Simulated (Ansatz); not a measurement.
**Ga₈N₇: geometry relaxation (part 2 of 2)**

Continued. System: Ga₈N₇ (defect cell, 15 atoms in the cell). Method: DFT PBE, scalar-relativistic, plane waves, PAW, spin-polarised (Ansatz 0.2.0); cutoff 420 eV, 4×4×4 k-mesh, Gaussian smearing of 0.01 eV, collinear spins. The structure derives from a Materials Project entry. It belongs to a series of runs on one base structure; here: N vacancy (site b), charge +0, atoms relaxed at the host's cell, started again with a moment of 3 μB.

## Output, continued
```
  k-point 2 ↑: bands = ["-6.4261", "-6.3161", "-6.0954", "-6.0627", "-6.0048", "-5.9812", "-5.9648", "-4.8054", "-4.7936", "-4.7803", "-4.7111", "-4.7036", "-4.5957", "-4.5926", "-4.5751", "-4.5686", "-4.5517", "-4.5278", "-4.5165", "-4.5156", "-4.5101", "-4.4997", "-4.4958", "-4.4832", "-4.4751", "-4.4607", "-4.4537", "-4.4408", "-4.4306", "-4.4243", "-4.4151", "-4.4109", "-4.3994", "-4.3943", "-4.3696", "-4.3656", "-4.3655", "-4.3333", "-4.3126", "-4.2833", "-4.2772", "-4.1083", "-3.3531", "-3.1611", "-2.7062", "-2.5386", "-2.4303", "2.7559", "2.8416", "3.2356", "3.4030", "3.4839", "4.3606", "4.6066", "4.9799", "4.9843", "5.1047", "5.1816", "5.4470", "5.6729", "6.4735", "6.7977", "6.9376", "7.0200", "7.4955", "7.5486", "8.1456", "8.3521", "8.6597", "10.1495", "12.0590", "12.2196", "13.5956", "13.9805", "14.5965", "14.7620", "14.8129", "15.3060", "15.8457", "16.1669", "16.4319", "16.5318", "16.9260", "17.0043", "17.2116", "17.5109"]
  k-point 12 ↓: bands = ["-6.1968", "-6.1005", "-6.0799", "-6.0630", "-6.0099", "-5.9902", "-5.9497", "-4.8020", "-4.7711", "-4.7690", "-4.7389", "-4.7052", "-4.5895", "-4.5787", "-4.5680", "-4.5571", "-4.5512", "-4.5468", "-4.5395", "-4.5318", "-4.5214", "-4.5207", "-4.5028", "-4.4919", "-4.4888", "-4.4842", "-4.4599", "-4.4420", "-4.4286", "-4.4249", "-4.4151", "-4.4101", "-4.4050", "-4.3816", "-4.3714", "-4.3594", "-4.3539", "-4.3500", "-4.3198", "-4.3060", "-3.9372", "-3.7668", "-3.5098", "-3.4632", "-3.4088", "-2.9379", "-2.7398", "2.1465", "2.8464", "3.1326", "3.6430", "3.8639", "4.0256", "4.5628", "4.9091", "5.0874", "5.6009", "6.6189", "6.6515", "6.7156", "6.8523", "7.0230", "7.0572", "7.0732", "7.2616", "7.2929", "7.3831", "7.5273", "8.4977", "11.1764", "11.3378", "11.8879", "14.1226", "14.1667", "14.3289", "14.6250", "14.6744", "15.0073", "15.7294", "16.1435", "16.2988", "16.4073", "16.4414", "16.4755", "16.5315", "17.0840"]
--- Relaxed structure (2 steps of the walk, 2 accepted, 0 SCFs on fresh bases) ---
  F+E_penalty+E_count = -32956.11780535 eV   max|allowed force component| = 8.322e-3 eV/Å
  atoms:
    - { symbol: Ga, position: [0.5113765491000001, 0.16666666666666669, 0.3333333333333334] }
    - { symbol: Ga, position: [0.4991491074, 0.1655844302666667, 0.8327922151333336] }
    - { symbol: Ga, position: [0.4991491074, 0.6672077848666668, 0.3344155697333333] }
    - { symbol: Ga, position: [0.4991491074, 0.6672077848666668, 0.8327922151333335] }
    - { symbol: Ga, position: [0.993454376, 0.32873447896666674, 0.6574689579333335] }
    - { symbol: Ga, position: [0.993454376, 0.32873447896666674, 0.1712655210333333] }
    - { symbol: Ga, position: [0.9997453692, 0.8333333333333336, 0.6666666666666667] }
    - { symbol: Ga, position: [0.993454376, 0.8425310420666668, 0.17126552103333342] }
    - { symbol: N, position: [0.8759783210000002, 0.16623051226666669, 0.8331152561333335] }
    - { symbol: N, position: [0.8759783210000002, 0.6668847438666666, 0.33376948773333337] }
    - { symbol: N, position: [0.8759783210000002, 0.6668847438666667, 0.8331152561333335] }
    - { symbol: N, position: [0.37721466570000006, 0.33226592316666664, 0.6645318463333334] }
    - { symbol: N, position: [0.37721466570000006, 0.3322659231666667, 0.16773407683333333] }
    - { symbol: N, position: [0.37562353470000004, 0.8333333333333336, 0.6666666666666667] }
    - { symbol: N, position: [0.37721466570000006, 0.8354681536666667, 0.1677340768333333] }
--- Löwdin populations: 15 sites ---
  site symbol       q [e]    m [muB]
     0     Ga     12.4012     0.0000
     1     Ga     12.2368     0.0000
     2     Ga     12.2368     0.0000
     3     Ga     12.2368     0.0000
     4     Ga     12.4695     0.0000
     5     Ga     12.4695     0.0000
     6     Ga     12.2429     0.0000
     7     Ga     12.4695     0.0000
     8      N      5.7078    -0.0000
     9      N      5.7078    -0.0000
    10      N      5.7078    -0.0000
    11      N      5.7010    -0.0000
    12      N      5.7010    -0.0000
    13      N      5.7305     0.0000
    14      N      5.7010    -0.0000
  spilling = 0.002015 (of n_electrons = 139.000000)
```

## File populations.tsv
```
# site	symbol	l	j	q_up	q_dn
# orbitals = lowdin
# n_electrons = 139.000000
# spilling = 0.002015
0	Ga	0_4S	-	0.457555	0.457555
0	Ga	1_4P	-	0.752264	0.752262
0	Ga	2_3D	-	4.990786	4.990786
1	Ga	0_4S	-	0.419466	0.419465
1	Ga	1_4P	-	0.708911	0.708910
1	Ga	2_3D	-	4.990001	4.990001
2	Ga	0_4S	-	0.419466	0.419465
2	Ga	1_4P	-	0.708911	0.708910
2	Ga	2_3D	-	4.990001	4.990001
3	Ga	0_4S	-	0.419466	0.419465
3	Ga	1_4P	-	0.708911	0.708910
3	Ga	2_3D	-	4.990001	4.990001
4	Ga	0_4S	-	0.495518	0.495518
4	Ga	1_4P	-	0.748521	0.748520
4	Ga	2_3D	-	4.990698	4.990698
5	Ga	0_4S	-	0.495518	0.495518
5	Ga	1_4P	-	0.748521	0.748520
5	Ga	2_3D	-	4.990698	4.990698
6	Ga	0_4S	-	0.415964	0.415963
6	Ga	1_4P	-	0.715569	0.715569
6	Ga	2_3D	-	4.989928	4.989928
7	Ga	0_4S	-	0.495518	0.495518
7	Ga	1_4P	-	0.748521	0.748520
7	Ga	2_3D	-	4.990698	4.990698
8	N	0_2S	-	0.727275	0.727275
8	N	1_2P	-	2.126639	2.126641
9	N	0_2S	-	0.727275	0.727275
9	N	1_2P	-	2.126639	2.126641
10	N	0_2S	-	0.727275	0.727275
10	N	1_2P	-	2.126639	2.126641
11	N	0_2S	-	0.723256	0.723256
11	N	1_2P	-	2.127263	2.127264
12	N	0_2S	-	0.723256	0.723256
12	N	1_2P	-	2.127263	2.127264
13	N	0_2S	-	0.710315	0.710315
13	N	1_2P	-	2.154936	2.154936
14	N	0_2S	-	0.723256	0.723256
14	N	1_2P	-	2.127263	2.127264
```

## Trajectory as extended XYZ (Å, eV, eV/Å), 2 frames, from step=1 to step=2
```
15
Lattice="0.0000 0.0000 5.2432 3.2184 5.5744 0.0000 -6.4367 -0.0000 0.0000" Properties=species:S:1:pos:R:3:forces:R:3 step=1 energy=-32956.11781
Ga   -1.6092    0.9291    2.6812    0.0000   0.0000  -0.0061
Ga   -4.8276    0.9230    2.6171    0.0000   0.0046  -0.0073
Ga   -0.0052    3.7193    2.6171    0.0040  -0.0023  -0.0073
Ga   -3.2131    3.7193    2.6171   -0.0040  -0.0023  -0.0073
Ga   -3.1740    1.8325    5.2088    0.0021  -0.0012  -0.0048
Ga   -0.0444    1.8325    5.2088   -0.0021  -0.0012  -0.0048
Ga   -1.6092    4.6453    5.2418    0.0000   0.0000  -0.0054
Ga    1.6092    4.6966    5.2088    0.0000   0.0024  -0.0048
N    -4.8276    0.9266    4.5929    0.0000  -0.0005   0.0076
N    -0.0021    3.7175    4.5929   -0.0004   0.0003   0.0076
N    -3.2163    3.7175    4.5929    0.0004   0.0003   0.0076
N    -3.2081    1.8522    1.9778   -0.0026   0.0015   0.0083
N    -0.0103    1.8522    1.9778    0.0026   0.0015   0.0083
N    -1.6092    4.6453    1.9695    0.0000   0.0000  -0.0002
N     1.6092    4.6572    1.9778    0.0000  -0.0030   0.0083
15
Lattice="0.0000 0.0000 5.2432 3.2184 5.5744 0.0000 -6.4367 -0.0000 0.0000" Properties=species:S:1:pos:R:3:forces:R:3 step=2 energy=-32956.11781
Ga   -1.6092    0.9291    2.6812    0.0000   0.0000  -0.0060
Ga   -4.8276    0.9230    2.6171    0.0000   0.0046  -0.0073
Ga   -0.0052    3.7193    2.6171    0.0040  -0.0023  -0.0073
Ga   -3.2131    3.7193    2.6171   -0.0040  -0.0023  -0.0073
Ga   -3.1740    1.8325    5.2088    0.0021  -0.0012  -0.0048
Ga   -0.0444    1.8325    5.2088   -0.0021  -0.0012  -0.0048
Ga   -1.6092    4.6453    5.2418    0.0000   0.0000  -0.0053
Ga    1.6092    4.6966    5.2088    0.0000   0.0024  -0.0048
N    -4.8276    0.9266    4.5929    0.0000  -0.0005   0.0076
N    -0.0021    3.7175    4.5929   -0.0004   0.0002   0.0076
N    -3.2163    3.7175    4.5929    0.0004   0.0002   0.0076
N    -3.2081    1.8522    1.9778   -0.0026   0.0015   0.0083
N    -0.0103    1.8522    1.9778    0.0026   0.0015   0.0083
N    -1.6092    4.6453    1.9695    0.0000   0.0000  -0.0002
N     1.6092    4.6572    1.9778    0.0000  -0.0030   0.0083
```

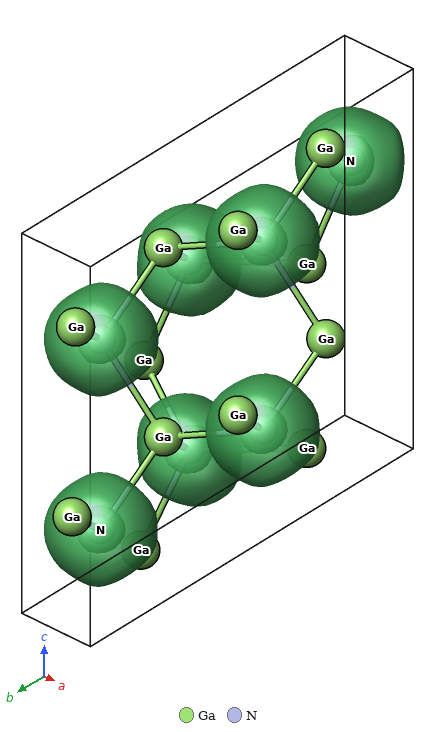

Isosurface of the electron localisation function at 0.65 (green), seen at an oblique angle. Only the valence region is drawn (cores and ρ < 0.01 e/Å³ removed). Sticks mark near contacts. The outline is the calculation cell. Values along the shortest contacts: Ga–N (1.96 Å): the ELF is about 0.45 at the midpoint. Ga–N (2.01 Å): the ELF is about 0.45 at the midpoint. The fields are those of the smooth PAW valence density.

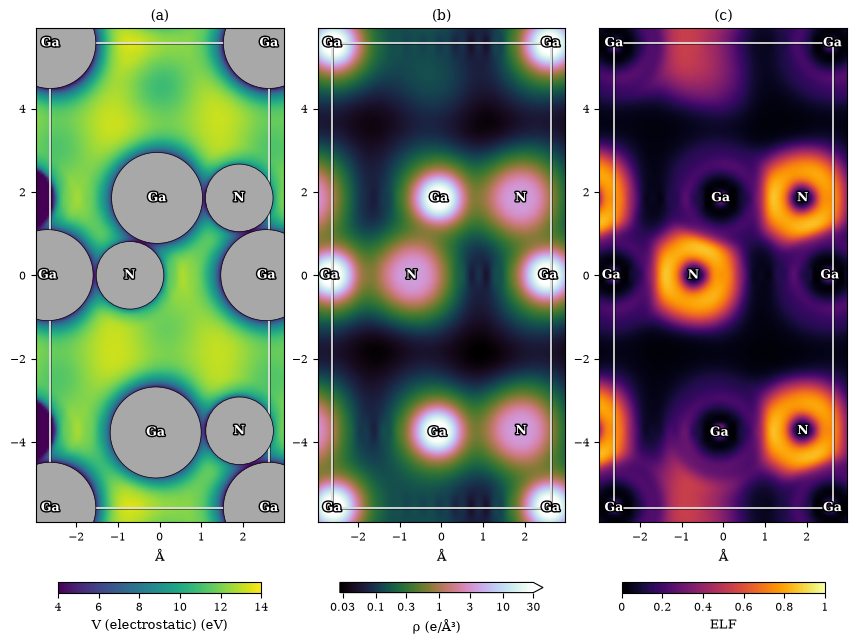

(a) electrostatic potential energy of an electron; (b) valence pseudo-density; (c) electron localisation function on the (011) plane of the calculation cell. Grey discs, where drawn, cover atomic cores. The section cuts through Ga and N sites. Ga–N (1.96 Å): ρ is about 0.73 e/Å³ halfway; the ELF is about 0.45 at the midpoint. Ga–N (2.01 Å): ρ at the midpoint is about 0.65 e/Å³; the ELF is about 0.45 at the midpoint. Away from the nuclei the density in this plane falls to 0.03 e/Å³ at its lowest. Outside the cores the potential energy rises away from the atoms and is highest about 1.9 Å from the nearest atoms; outside the discs it spans about 9 eV, and its zero is arbitrary.

The run was set up as follows.

## Input
```yaml
crystal:
  lattice:
    - [0.0, 0.0, 5.2431684095]
    - [3.2183708159, 5.5743817708, 0.0]
    - [-6.4367416318, -1.0e-10, 0.0]
  atoms:
    - { symbol: Ga, position: [0.5113765491, 0.1666666667, 0.3333333333], spin: 0.75 }
    - { symbol: Ga, position: [0.4991491074, 0.1655844303, 0.8327922151] }
    - { symbol: Ga, position: [0.4991491074, 0.6672077849, 0.3344155697] }
    - { symbol: Ga, position: [0.4991491074, 0.6672077849, 0.8327922151] }
    - { symbol: Ga, position: [0.993454376, 0.328734479, 0.6574689579], spin: 0.75 }
    - { symbol: Ga, position: [0.993454376, 0.328734479, 0.171265521], spin: 0.75 }
    - { symbol: Ga, position: [0.9997453692, 0.8333333333, 0.6666666667] }
    - { symbol: Ga, position: [0.993454376, 0.8425310421, 0.171265521], spin: 0.75 }
    - { symbol: "N", position: [0.875978321, 0.1662305123, 0.8331152561] }
    - { symbol: "N", position: [0.875978321, 0.6668847439, 0.3337694877] }
    - { symbol: "N", position: [0.875978321, 0.6668847439, 0.8331152561] }
    - { symbol: "N", position: [0.3772146657, 0.3322659232, 0.6645318463] }
    - { symbol: "N", position: [0.3772146657, 0.3322659232, 0.1677340768] }
    - { symbol: "N", position: [0.3756235347, 0.8333333333, 0.6666666667] }
    - { symbol: "N", position: [0.3772146657, 0.8354681537, 0.1677340768] }
  host:
    lattice:
      - [3.2183708159, 0.0, 0.0]
      - [-1.609185408, 2.7871908854, 0.0]
      - [0.0, 0.0, 5.2431684095]
    atoms:
      - { symbol: Ga, position: [0.6666666667, 0.3333333333, 0.4991348631] }
      - { symbol: Ga, position: [0.3333333333, 0.6666666667, 0.9991348631] }
      - { symbol: "N", position: [0.6666666667, 0.3333333333, 0.8758651369] }
      - { symbol: "N", position: [0.3333333333, 0.6666666667, 0.3758651369] }
basis:
  ecutwfc: 420
  xc_grid: 2
kpoints:
  mp_grid: { grid: [4, 4, 4], shift: [0.0, 0.0, 0.0] }
hamiltonian:
  xc: pbe
scf:
  occupations: { method: gaussian, width: 0.01 }
output:
  forces: true
  stress: false
  eigenvalues: true
  populations: true
  charged_corrections:
    defect_position: [0.87586514, 0.16666667, 0.33333333]
    epsilon: [[10.4928, 0.0, 0.0], [0.0, 10.4928, 0.0], [0.0, 0.0, 11.6882]]
  write_density: true
  write_potential: true
  elf: true
  volumetric_format: npy
magnetization:
  spin_polarized: true
relax:
  adjacent_minimum: "off"
  f_tol: 0.025
  max_steps: 45
```

Launch command:
```bash
ansatz run input.yaml --threads 4 --pin off --max-ram 10240MiB --backend cpu --events-out ev --progress --plain --runs-dir out
```

## Summary

```tsv
quantity	value
outcome	converged
electrons treated	139
free energy	−32956.1178 eV
Fermi energy	11.047 eV
gap on the k-point mesh	0.13 eV
net moment of the cell	0.00 μB
integrated absolute moment	0.00 μB
final volume	188.13 Å³
largest force (length of the vector) at the end	0.009 eV/Å
hardware	4 threads of Intel Xeon (Granite Rapids), 32 GiB of memory available, shared host
wall time	16 s (CPU time 60 s)
peak memory	0.86 GiB
```

Warnings of the run: some starting moments were not kept.
